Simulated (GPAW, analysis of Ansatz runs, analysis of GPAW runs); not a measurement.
# Cr on the Ga site in GaP: charge-transition level, PBEsol (GPAW)

Subject: Cr on the Ga site in GaP. Wanted: its charge-transition level, in one set-up (PBEsol, plane waves 500 eV, 32-site cell, PBEsol lattice, k: the single point 1/4 1/4 1/4 then 2x2x2 shifted, dielectric constants 9.1 and 11.1 (handbook)). The model is a cell of 32 host atoms with 1 Ga taken out and 1 Cr put in. The level is the Fermi energy at which two charge states have equal formation energy, after a correction for the images of the charge. A local or semilocal functional is the cheapest first rung.

What was measured. (0/-1) level above the valence-band top: 1.125 eV at 4.2 K, by two-step excitation of photoluminescence (optical) (quoted in “Electronic structure of transition-atom impurities in GaP”, 1985, V. A. Singh and Alex Zunger, quoting earlier work (1982)). (+1/0) level above the valence-band top: 0.5 eV, by quenching data and EPR; photocapacitance (quoted in “Electronic structure of transition-atom impurities in GaP”, 1985, V. A. Singh and Alex Zunger, quoting earlier work (1978)). The runs below try to reproduce this.

Main program and level: GPAW 26.7.0; GPAW plane-wave PAW DFT, PBEsol; relaxation of all atoms of a defect supercell.

**1. The structure**

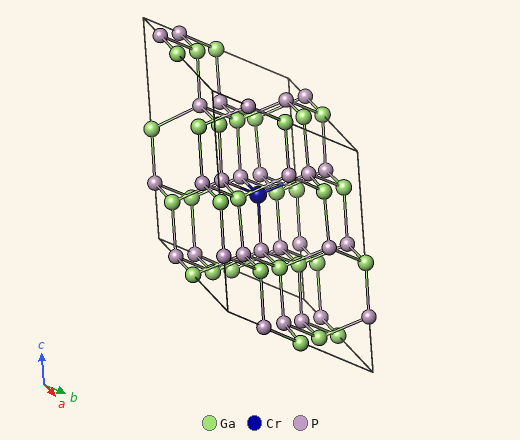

The cell as given, slightly off an axis (gallium green, chromium blue, phosphorus pink). Some periodic images of atoms are drawn too.

The cell holds 32 atoms: 15 Ga, 1 Cr and 16 P. Cell: a = 9.493 Å, b = 9.493 Å, c = 9.493 Å, α = 109.5°, β = 109.5°, γ = 109.5°. It derives from GaP (space group F-43m). Nearest the centre at fractional (0.250, 0.500, 0.250): Cr7 at 0.05 Å, P23 at 2.38 Å, P28 at 2.39 Å, P22 at 2.41 Å, P19 at 2.42 Å, Ga11 at 3.83 Å, Ga14 at 3.84 Å, Ga8 at 3.85 Å. The cell carries charge +1.

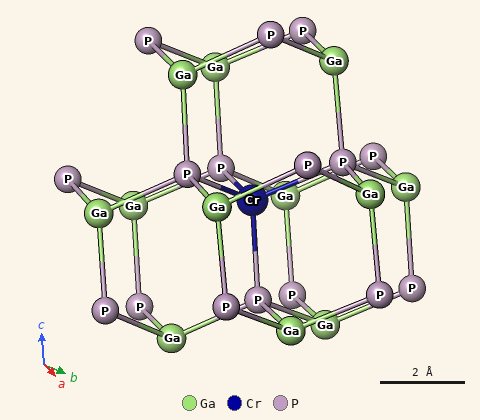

The atoms within 5 Å of the centre.

The host's primitive cell comes from a first run (GPAW plane-wave PAW DFT, PBEsol; relaxation of cell and atoms of a defect-free cell): vectors of 3.876, 3.876 and 3.876 Å. That is 20.58 Å³ an atom, 1.7 % over the diffraction cell's volume. The supercell is built on it.

**2. Relaxation, charge +1**

Every later number rests on the structure around the defect, so the atoms are relaxed at the host's lattice first.

run.py reads:

```python
import numpy as np
from ase.io import read, write
from ase.parallel import parprint, world
from gpaw import GPAW, PW
from gpaw import setup_paths
from ase.optimize import BFGS

setup_paths.insert(0, '.')
atoms = read('POSCAR')
magmoms = np.zeros(len(atoms))
magmoms[[6]] = 2 / 1
atoms.set_initial_magnetic_moments(magmoms)
calc = GPAW(mode=PW(500),
            xc='PBEsol',
            kpts=[[0.25, 0.25, 0.25]],
            charge=1,
            occupations={'name': 'fermi-dirac', 'width': 0.01, 'fixmagmom': True},
            nbands=74,
            convergence={'density': 1e-05, 'forces': 0.001},
            maxiter=150,
            symmetry='off',
            txt='gpaw.txt')
atoms.calc = calc
opt = BFGS(atoms, trajectory='relax.traj', logfile='-')
done = opt.run(fmax=0.02, steps=80)
parprint('Converged:', done)
energy = atoms.get_potential_energy()
forces = atoms.get_forces()
parprint(f'Energy: {energy:.6f} eV, largest force {np.linalg.norm(forces, axis=1).max():.4f} eV/A')
calc.write('gs.gpw')
write('final.xyz', atoms)
parprint('Moments:', atoms.get_magnetic_moments().round(3))
for s in range(calc.get_number_of_spins()):
    parprint('Levels (eV), spin', s, calc.get_eigenvalues(kpt=0, spin=s)[-16:].round(3))
```

POSCAR reads:

```
Ga Cr Ga P 
 1.0000000000000000
    -5.4810105820480155    5.4810105820480164   -5.4810105820480164
     5.4810105820480164    5.4810105820480164    5.4810105820480164
     5.4810105820480164   -5.4810105820480182   -5.4810105820480173
 Ga  Cr  Ga  P  
   6   1   9  16
Direct
 -0.0042520958956560  0.0009378446720697 -0.0038142689099134
 -0.0021723781377062  0.2541715213010817  0.7505205774461297
  0.0005835125469006  0.5023320563280592  0.5058516254082863
 -0.0060744975323892  0.7483139568151986  0.2461815479207777
  0.2446524018112314  0.0001355463026969  0.7495508274443148
  0.2558501459031435  0.2552159313724335  0.5031803908329608
  0.2540771936427594  0.4978906406511994  0.2518235379405976
  0.2526753113385893  0.7529576624487292  0.0064202430382977
  0.5017389475241842 -0.0016686347907905  0.5044952659930726
  0.4987576067353258  0.2443411576700056  0.2456618716572794
  0.4984552549823947  0.5033917785232755  0.0038921288620664
  0.5007058862773235  0.7490038454625777  0.7549815711379531
  0.7536441807697114  0.0022802871678833  0.2476505377298734
  0.7544732495025496  0.2503626624057430  0.0049702306003868
  0.7504035106485364  0.5011368387692544  0.7453313989239778
  0.7486401581947785  0.7438821942742114  0.4979782759060307
  0.0029295280036849 -0.0031748735022663  0.7516163245269897
 -0.0018868680403497  0.2454274549180476  0.5015426494141126
 -0.0056050569948060  0.4998653868693921  0.2474026143318283
  0.0001447036174680  0.7452998861646879 -0.0042533829544965
  0.2465374216064228 -0.0064436377736082  0.4966108388740651
  0.2533314757739891  0.2471898886196644  0.2485822620288617
  0.2436658691920005  0.4970162602904565 -0.0040868122524678
  0.2441723092250264  0.7492399399683617  0.7468167943202615
  0.4943205444846737 -0.0012966811185896  0.2456451267762842
  0.5017780725896076  0.2516669572627134 -0.0038610292796387
  0.5056341568382759  0.5027030509975366  0.7553413700454890
  0.5012121214605768  0.7554754021345762  0.4998450702853542
  0.7537242690021595 -0.0025002292544430  0.0016637542337369
  0.7529483443016906  0.2469294368060406  0.7480659552872185
  0.7527752830349311  0.5008952264242507  0.5059552148011254
  0.7532604993792119  0.7503085672334836  0.2468193984480606
```

Run with:

```bash
> gpaw-setup -f PBEsol Cr Ga P
> OMP_NUM_THREADS=1 mpirun -n 4 gpaw python run.py > stdout
```

The program printed:

```text
__  _  _
 | _ |_)|_||  |
 |__||  | ||/\| - 26.7.0

Input parameters:
  mode=PW(ecut=500.0),
  charge=1,
  convergence={'density': 1e-05, 'forces': 0.001},
  kpts=KPoints(kpts=array([[0.25, 0.25, 0.25]])),
  maxiter=150,
  nbands=74,
  occupations=Occupations(name='fermi-dirac', width=0.01, fixmagmom=True),
  symmetry=Symmetry(point_group=False, time_reversal=False),
  xc=XC(name='PBEsol')

Diagonalizing LCAO Hamiltonian
Converting LCAO to pw mode

                                P
                              Ga

                                   Ga
                       Ga P
                           P   P
                            Cr
                   P            P
                Ga  Ga        Ga Ga   P
                     Ga P          Ga
            P             P  P
                           Ga
                 P             P
               Ga     P     Ga  Ga
                    Ga
                        P  P
                         Ga

Atoms  # Å, Bohr magnetons
|    | symbol |         x |         y |         z |    initial magnetic moments |
|----|--------|-----------|-----------|-----------|-----------------------------|
|  0 |     Ga |  0.007540 |  0.002741 |  0.049352 | ( 0.0000,  0.0000,  0.0000) |
|  1 |     Ga |  5.518635 | -2.732401 | -2.708588 | ( 0.0000,  0.0000,  0.0000) |
|  2 |     Ga |  5.522667 | -0.016093 | -0.022489 | ( 0.0000,  0.0000,  0.0000) |
|  3 |     Ga |  5.484135 |  2.718899 |  2.785487 | ( 0.0000,  0.0000,  0.0000) |
|  4 |     Ga |  2.768097 | -2.766611 | -5.448495 | ( 0.0000,  0.0000,  0.0000) |
|  5 |     Ga |  2.754461 |  0.043222 | -2.761413 | ( 0.0000,  0.0000,  0.0000) |
|  6 |     Cr |  2.716592 |  2.741296 | -0.043903 | ( 0.0000,  0.0000,  2.0000) |
|  7 |     Ga |  2.777242 |  5.476696 |  2.706863 | ( 0.0000,  0.0000,  0.0000) |
|  8 |     Ga |  0.005962 | -0.024253 | -5.524326 | ( 0.0000,  0.0000,  0.0000) |
|  9 |     Ga | -0.047984 |  2.726457 | -2.740935 | ( 0.0000,  0.0000,  0.0000) |
| 10 |     Ga |  0.048390 |  5.469801 |  0.005724 | ( 0.0000,  0.0000,  0.0000) |
| 11 |     Ga |  5.498986 |  2.711610 | -2.777138 | ( 0.0000,  0.0000,  0.0000) |
| 12 |     Ga | -2.760858 |  2.785855 | -5.475609 | ( 0.0000,  0.0000,  0.0000) |
| 13 |     Ga | -2.735794 |  5.480274 | -2.790277 | ( 0.0000,  0.0000,  0.0000) |
| 14 |     Ga |  2.718936 |  2.774537 | -5.451403 | ( 0.0000,  0.0000,  0.0000) |
| 15 |     Ga |  2.703346 |  5.451107 | -2.755503 | ( 0.0000,  0.0000,  0.0000) |
| 16 |      P |  4.086159 | -4.120962 | -4.153075 | ( 0.0000,  0.0000,  0.0000) |
| 17 |      P |  4.104493 | -1.414112 | -1.393428 | ( 0.0000,  0.0000,  0.0000) |
| 18 |      P |  4.126505 |  1.353030 |  1.414473 | ( 0.0000,  0.0000,  0.0000) |
| 19 |      P |  4.060891 |  4.109103 |  4.107516 | ( 0.0000,  0.0000,  0.0000) |
| 20 |      P |  1.335337 | -1.405973 | -4.108521 | ( 0.0000,  0.0000,  0.0000) |
| 21 |      P |  1.328820 |  1.380881 | -1.396144 | ( 0.0000,  0.0000,  0.0000) |
| 22 |      P |  1.366216 |  4.082086 |  1.411016 | ( 0.0000,  0.0000,  0.0000) |
| 23 |      P |  6.861592 |  1.351592 | -1.325030 | ( 0.0000,  0.0000,  0.0000) |
| 24 |      P | -1.370100 |  1.355885 | -4.062867 | ( 0.0000,  0.0000,  0.0000) |
| 25 |      P | -1.392024 |  4.150803 | -1.349699 | ( 0.0000,  0.0000,  0.0000) |
| 26 |      P |  4.123969 |  1.386673 | -4.156099 | ( 0.0000,  0.0000,  0.0000) |
| 27 |      P |  4.133276 |  4.148261 | -1.346036 | ( 0.0000,  0.0000,  0.0000) |
| 28 |      P | -4.135755 |  4.108348 | -4.153994 | ( 0.0000,  0.0000,  0.0000) |
| 29 |      P |  1.326662 |  1.380183 | -6.873652 | ( 0.0000,  0.0000,  0.0000) |
| 30 |      P |  1.392589 |  4.098235 | -4.153703 | ( 0.0000,  0.0000,  0.0000) |
| 31 |      P |  1.336640 |  6.888258 | -1.368999 | ( 0.0000,  0.0000,  0.0000) |

Unit cell  # Å
| periodic |         x |         y |         z |  lengths |     angles |
|----------|-----------|-----------|-----------|----------|------------|
|      yes | -5.481011 |  5.481011 | -5.481011 | 9.493389 | 109.471221 |
|      yes |  5.481011 |  5.481011 |  5.481011 | 9.493389 | 109.471221 |
|      yes |  5.481011 | -5.481011 | -5.481011 | 9.493389 | 109.471221 |

Number of symmetries: 1
Symmetry operations  # r_c * U_cc + t_c -> r_c
|   | kind |            matrix            |
|---|------|------------------------------|
| 0 |  E   |  1, 0, 0,  0, 1, 0,  0, 0, 1 |

BZ-sampling:
  Number of BZ points: 1
  Number of IBZ points: 1

K-points  # in reciprocal-cell coordinates
|   |                                coordinates |     weight |
|---|--------------------------------------------|------------|
| 0 | (  0.25000000,   0.25000000,   0.25000000) | 1.00000000 |

Plane wave coefficients: 16776
Cutoff: 500.0 eV

Spin-components: 2 (collinear spins)
Bands:           74
Projectors:      161
Spin-degeneracy: 1
Datatype:        complex128

Density:
  Valence electrons: 131.0
  Components: 2
  Grid points: [49 49 49]
  Charge: 1.0  # |e|

Potential:
  Grid points: [49 49 49]

species:
  Ga:
    name:    Gallium
    Z:       31.0
    valence: 3
    core:    28
    charge:  0.0  # [|e|]
    compensation charges:
      type: gauss
      rc: 0.37  # [Å]
      lmax: 2
    cutoffs:
      filter: 2.06  # [Å]
      core: 4.17  # [Å]
    projectors
    | kind |    occ | energy [eV] | rcut [Å] |
    |------|--------|-------------|----------|
    |   4s |  2.000 |      -8.959 |    1.164 |
    |   4p |  1.000 |      -2.572 |    1.164 |
    |    s |        |      18.252 |    1.164 |
    |    p |        |      24.640 |    1.164 |
    |    d |        |       0.000 |    1.164 |

    Using partial waves for Ga as LCAO basis

  Cr:
    name:    Chromium
    Z:       24.0
    valence: 6
    core:    18
    charge:  0.0  # [|e|]
    compensation charges:
      type: gauss
      rc: 0.35  # [Å]
      lmax: 2
    cutoffs:
      filter: 2.14  # [Å]
      core: 3.04  # [Å]
    projectors
    | kind |    occ | energy [eV] | rcut [Å] |
    |------|--------|-------------|----------|
    |   4s |  1.000 |      -4.015 |    1.164 |
    |   4p |  0.000 |      -0.955 |    1.217 |
    |   3d |  5.000 |      -2.928 |    1.111 |
    |    s |        |      23.196 |    1.164 |
    |    p |        |      26.257 |    1.217 |
    |    d |        |      24.283 |    1.111 |

    Using partial waves for Cr as LCAO basis

  P:
    name:    Phosphorus
    Z:       15.0
    valence: 5
    core:    10
    charge:  0.0  # [|e|]
    compensation charges:
      type: gauss
      rc: 0.30  # [Å]
      lmax: 2
    cutoffs:
      filter: 1.69  # [Å]
      core: 1.81  # [Å]
    projectors
[...]
SCF iterations
|iter     | |      energy | eigst |  dens |force |  magmom |
|---------|-|-------------|-------|-------|------|---------|
|iter:   1| | -165.918839c| -4.89 |       |      |  +2.0000|
[...]
|iter:   3| | -165.918778c| -5.83 | -3.58 |      |  +2.0000|
|iter:   4| | -165.918773c| -6.39 | -3.88 |      |  +2.0000|
|iter:   5| | -165.918773c| -7.05 | -4.09 |      |  +2.0000|
|iter:   6| | -165.918772c| -7.40 | -4.31 |      |  +2.0000|
|iter:   7| | -165.918772c| -7.83c| -4.64 |      |  +2.0000|
|iter:   8| | -165.918772c| -7.94c| -4.98 |      |  +2.0000|
|iter:   9| | -165.918772c| -8.52c| -5.29c|-1.75 |  +2.0000|
|iter:  10| | -165.918772c| -8.64c| -5.67c|-3.65c|  +2.0000|

Converged in 10 steps
SCF loop duration: 44.155 s (4.416 s/step)
Energy contributions relative to reference atoms: (reference = -969809.922901)

Energy contributions:
  Kinetic:         271.411459
  Coulomb:        -256.213223
  Zero:              0.305839
  External:          0.000000
  Xc:             -181.422848
  Entropy:          -0.000000
  Spinorbit:         0.000000
  ----------------------------
  Free energy:    -165.918772
  Extrapolated:   -165.918772

dipole moment: (59.658879, 0.539768, -7.806696)  # |e|*Ang

Total magnetic moment: (0.000000, 0.000000, 2.000000)

Local magnetic moments
|        x |        y |         z |
|----------|----------|-----------|
[...]
Fermi levels: 4.590, 4.513
Eigenvalues  # (at kpt = [0.250, 0.250, 0.250])
| band index |      eig [eV] | occ [0-1] |      eig [eV] | occ [0-1] |
|------------|---------------|-----------|---------------|-----------|
[...]
|        ... |               |           |               |           |
[...]
Gap: 1.191 eV
Transition (v -> c):
  (s=0, k=0, n=65, [0.25, 0.25, 0.25]) -> (s=0, k=0, n=66, [0.25, 0.25, 0.25])
No difference between direct/indirect transitions

Forces  # eV/Ang
|        x |        y |        z |
|----------|----------|----------|
[...]
P
                              Ga

                                   Ga
                       Ga P
                           P   P
                            Cr
                   P            P
                Ga  Ga  P     Ga Ga
                     Ga            Ga P
            P             P  P
                           Ga
                 P             P
               Ga     P     Ga  Ga
                    Ga
                        P  P
                         Ga

Atoms  # Å, Bohr magnetons
|    | symbol |         x |         y |         z |    initial magnetic moments |
|----|--------|-----------|-----------|-----------|-----------------------------|
[...]
|  6 |     Cr |  2.737294 |  2.736679 | -0.003227 | ( 0.0000,  0.0000,  1.9339) |
[...]
|  8 |     Ga | -0.008008 | -0.006940 | -5.465226 | ( 0.0000,  0.0000,  0.0068) |
|  9 |     Ga | -0.003320 |  2.756609 | -2.740102 | ( 0.0000,  0.0000,  0.0068) |
| 10 |     Ga |  0.001012 |  5.473747 | -0.021441 | ( 0.0000,  0.0000,  0.0068) |
| 11 |     Ga |  5.476481 |  2.720401 | -2.740785 | ( 0.0000,  0.0000,  0.0068) |
| 12 |     Ga | -2.743034 |  2.740183 | -5.487261 | ( 0.0000,  0.0000,  0.0010) |
| 13 |     Ga | -2.762286 |  5.484068 | -2.745483 | ( 0.0000,  0.0000,  0.0068) |
| 14 |     Ga |  2.737036 |  2.737690 | -5.481482 | ( 0.0000,  0.0000,  0.0010) |
| 15 |     Ga |  2.718231 |  5.473820 | -2.740971 | ( 0.0000,  0.0000,  0.0068) |
[...]
| 24 |      P | -1.370053 |  1.374717 | -4.110503 | ( 0.0000,  0.0000, -0.0026) |
| 25 |      P | -1.381407 |  4.113953 | -1.376832 | ( 0.0000,  0.0000, -0.0025) |
| 26 |      P |  4.114074 |  1.362660 | -4.119543 | ( 0.0000,  0.0000, -0.0025) |
| 27 |      P |  4.053827 |  4.053379 | -1.320392 | ( 0.0000,  0.0000, -0.0452) |
| 28 |      P | -4.116848 |  4.103154 | -4.109315 | ( 0.0000,  0.0000, -0.0026) |
| 29 |      P |  1.361361 |  1.363210 | -6.846039 | ( 0.0000,  0.0000, -0.0025) |
| 30 |      P |  1.360559 |  4.112864 | -4.119718 | ( 0.0000,  0.0000, -0.0026) |
| 31 |      P |  1.362496 |  6.853844 | -1.378353 | ( 0.0000,  0.0000, -0.0026) |

Unit cell  # Å
| periodic |         x |         y |         z |  lengths |     angles |
|----------|-----------|-----------|-----------|----------|------------|
|      yes | -5.481011 |  5.481011 | -5.481011 | 9.493389 | 109.471221 |
|      yes |  5.481011 |  5.481011 |  5.481011 | 9.493389 | 109.471221 |
|      yes |  5.481011 | -5.481011 | -5.481011 | 9.493389 | 109.471221 |

Initialization done in: 2.444 s

convergence criteria:
- Maximum integral of absolute [dens]ity change: 1e-05 electrons / valence electron
- Maximum change in the atomic [forces] across last 2 cycles: 0.001 eV/Ang OR
Maximum error relative to the maximum force is below inf
- Maximum [total energy] change in last 3 cyles: 0.0005 eV / valence electron
- Maximum integral of absolute [eigenst]ate change: 4e-08 eV^2 / valence electron
maximum number of iterations: 150

SCF iterations
|iter     | |      energy | eigst |  dens |force |  magmom |
|---------|-|-------------|-------|-------|------|---------|
|iter:   1| | -165.918915c| -5.20 |       |      |  +2.0000|
|iter:   2| | -165.918906c| -6.64 | -3.65 |      |  +2.0000|
|iter:   3| | -165.918881c| -5.73 | -3.70 |      |  +2.0000|
|iter:   4| | -165.918881c| -6.25 | -4.05 |      |  +2.0000|
|iter:   5| | -165.918878c| -6.81 | -4.11 |      |  +2.0000|
|iter:   6| | -165.918877c| -7.44c| -4.31 |      |  +2.0000|
|iter:   7| | -165.918877c| -7.76c| -4.68 |      |  +2.0000|
|iter:   8| | -165.918877c| -8.21c| -5.06c|-1.90 |  +2.0000|
|iter:   9| | -165.918877c| -8.60c| -5.42c|-3.31c|  +2.0000|

Converged in 9 steps
SCF loop duration: 38.966 s (4.330 s/step)
Energy contributions relative to reference atoms: (reference = -969809.922901)

Energy contributions:
  Kinetic:         271.418380
  Coulomb:        -256.220010
  Zero:              0.305923
  External:          0.000000
  Xc:             -181.423171
  Entropy:          -0.000000
  Spinorbit:         0.000000
  ----------------------------
  Free energy:    -165.918877
  Extrapolated:   -165.918877

dipole moment: (59.681375, 0.531960, -7.774984)  # |e|*Ang

Total magnetic moment: (0.000000, 0.000000, 2.000000)

Local magnetic moments
|        x |        y |         z |
|----------|----------|-----------|
[...]
Fermi levels: 4.590, 4.513
Eigenvalues  # (at kpt = [0.250, 0.250, 0.250])
| band index |      eig [eV] | occ [0-1] |      eig [eV] | occ [0-1] |
|------------|---------------|-----------|---------------|-----------|
[...]
|        ... |               |           |               |           |
[...]
|         66 |         5.494 |     0.000 |         6.115 |     0.000 |
|         67 |         5.495 |     0.000 |         6.116 |     0.000 |
|         68 |         5.499 |     0.000 |         6.118 |     0.000 |
|         69 |         6.835 |     0.000 |         6.844 |     0.000 |
|         70 |         6.836 |     0.000 |         6.845 |     0.000 |
|         71 |         6.836 |     0.000 |         6.845 |     0.000 |
|         72 |         6.874 |     0.000 |         6.873 |     0.000 |
|         73 |         7.148 |     0.000 |         7.154 |     0.000 |

Gap: 1.193 eV
Transition (v -> c):
  (s=0, k=0, n=65, [0.25, 0.25, 0.25]) -> (s=0, k=0, n=66, [0.25, 0.25, 0.25])
No difference between direct/indirect transitions

Forces  # eV/Ang
|        x |        y |        z |
|----------|----------|----------|
[...]
|  0.00172 | -0.00383 | -0.00751 |  # P   24
|  0.00569 | -0.00742 |  0.00184 |  # P   25
| -0.00402 |  0.00543 |  0.00026 |  # P   26
| -0.00063 |  0.00256 |  0.00105 |  # P   27
| -0.00034 |  0.00101 |  0.00169 |  # P   28
|  0.00638 | -0.00248 | -0.00310 |  # P   29
| -0.00077 | -0.00435 |  0.00516 |  # P   30
|  0.00517 |  0.00124 |  0.00721 |  # P   31

# Writing to gs.gpw (mode='')
```

Wall time 17 min (4 MPI ranks of Arm Neoverse N1, shared host); peak memory 1.6 GiB; 67 min of CPU time.

(Continued in part 2 of 6.)

[Logs are printed without paths, hosts, clocks, repeated set-up lines and the standing remarks that a program may print on its own settings, such as how far it seeks lower states.]

[Hosts, paths, dates, database ids (printed as entryN), source tags and the programs' standing remarks are cut or masked in the printed files.]

[For some hosts the program warned that the k-mesh of the response run may be too coarse for force constants and the static dielectric constant; such warnings are not shown here.]
